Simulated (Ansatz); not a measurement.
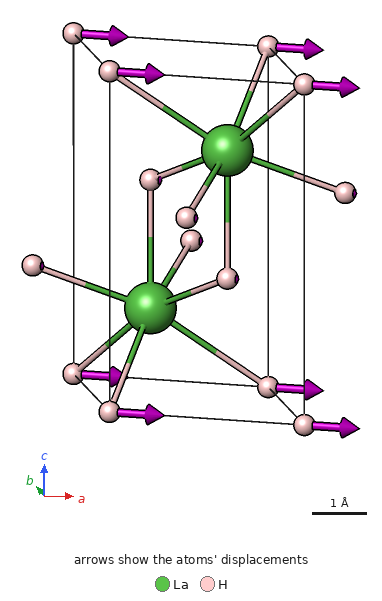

Normal modes of solid La$_{2}$H$_{3}$ (a generated structure), at the zone centre. The optical levels lie at 51 (×2), 132, 599, 610 (×2), 842, 846, 906 (×2), 920 (×2) cm⁻¹. One mode is drawn. The purple arrows give the relative displacements of the atoms. The picture is a ball-and-stick view of the cell of the calculation, seen slightly off an axis.

Level of theory: DFT PBE, scalar-relativistic, plane waves, PAW in Ansatz 0.2.0. Settings: plane-wave cutoff 420 eV; k-point mesh 12 × 12 × 6; occupations fermi dirac; smearing width 0.15 eV; no spin polarisation.

The frequencies depend somewhat on the k-mesh and the smearing.

### To which level does it belong?

The level at 610 cm⁻¹. This is the E_u mode (doubly degenerate; one member of the set is drawn), optical level 4 of 8, counted from below, infrared-active by symmetry. The La atoms hardly move. The crystal is a metal, so free carriers screen the infrared response.
